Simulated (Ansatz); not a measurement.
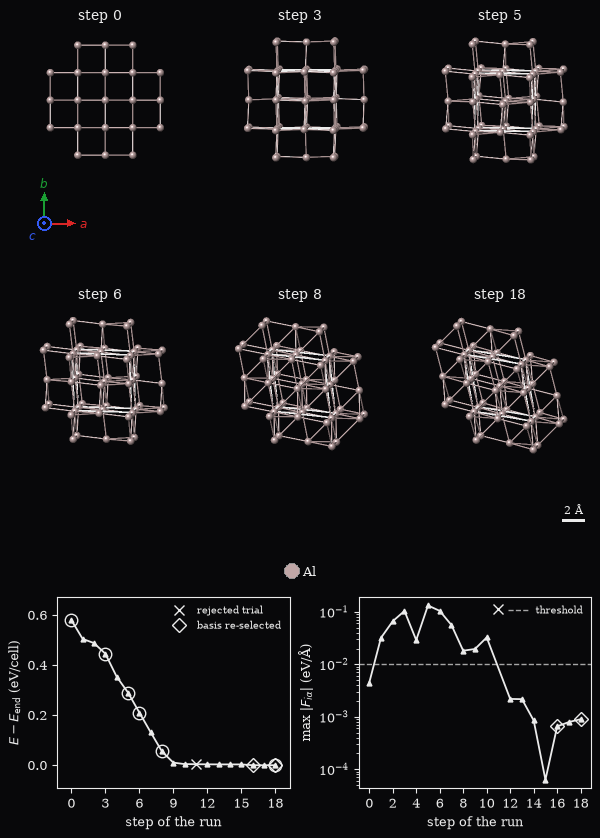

Frames of a relaxation of crystalline Al (a generated structure, set up in I4_1/amd), marked on the history of the run. Style: ball-and-stick. Shown: the conventional cell (2 times the calculation's cell), along the c axis. Lengths and directions refer to the drawn axes.

Phase: beta-Sn type.

Method: DFT, r2SCAN, plane waves (500 eV) with PAW, scalar-relativistic in Ansatz 0.2.0.

Input file:
```yaml
crystal:
  lattice:
    - [-2.517940941, 2.517940941, 1.3747957538]
    - [2.517940941, -2.517940941, 1.3747957538]
    - [2.517940941, 2.517940941, -1.3747957538]
  atoms:
    - { symbol: Al, position: [0.0, 0.0, 0.0] }
    - { symbol: Al, position: [0.75, 0.25, 0.5] }
hamiltonian:
  xc: r2scan
  pseudopotentials:
    kind: paw
    azcp:
      Al: "pseudopotentials/Al.paw.azcp"
basis:
  ecutwfc: 500
  fft_grid_basis: typed
kpoints:
  mp_grid: { grid: [13, 13, 9], shift: [0, 0, 0] }
magnetization:
  spin_polarized: false
scf:
  occupations: { method: fermi_dirac, width: 0.1 }
relax:
  max_steps: 60
  f_tol: 0.01
  cell: {}
```

Command:
```bash
ansatz run input.yaml --threads 1 --pin off --max-ram 3584MiB --backend cpu --events-out ev --progress --plain --runs-dir out
```

> Describe the path.

Over 15 accepted moves (18 points after the start) the energy falls by 0.580 eV per cell of the calculation. Largest force component: 0.0045 eV/Å at the start, 0.0009 eV/Å at the end. The pressure goes from 5.77 to −0.01 GPa. The line search rejected the trial step at point 11 of the run. The SCF was repeated twice at an unchanged geometry on a basis and grid sized afresh for the cell, which shifted the energy by 3.2 meV per cell of the calculation at most. The largest moves relative to the cell, 0.097 Å, are those of Al1 and Al2. Al2 goes along [−1 1 0]. Cell: a = b 5.036 → 5.348 Å (+6.2 %), c 2.750 → 2.810 Å (+2.2 %), α 90.0° → 104.9°, β 90.0° → 104.9°, γ 90.0° → 107.6°. Volume −1.1 %. Some distances before and after: Al1–Al1 3.817 → 2.844 Å, Al1–Al2 3.255 → 2.810 Å, Al1–Al2 (another image) 2.610 → 2.795 Å, Al1–Al2 (another image) 2.610 → 2.748 Å. Among the angles between lasting bonds that change: Al2–Al1–Al2 94.0° → 62.3°, Al2–Al1–Al2 94.0° → 109.9°, Al1–Al1–Al2 74.7° → 89.7°. The space group (tolerance 0.01 Å) goes from I4_1/amd (No. 141) to C2/c (No. 15). Cost: 7.2 min on 1 thread of Intel(R) Xeon(R) Platinum 8259CL CPU @ 2.50GHz (Skylake/Cascade Lake), with other jobs on the host, peak memory 0.81 GiB. From step 0 to 3: Al atoms move most (0.05 Å), volume +8.1 %, energy −0.135 eV per cell of the calculation. From step 3 to 5: Al atoms move most (0.07 Å), volume −3.1 %, energy −0.155 eV per cell of the calculation. From step 5 to 6: volume −1.6 %, energy −79.7 meV per cell of the calculation. From step 6 to 8: Al atoms move most (0.02 Å), volume −2.3 %, energy −0.156 eV per cell of the calculation. From step 8 to 18: volume −1.9 %, energy −54.9 meV per cell of the calculation.
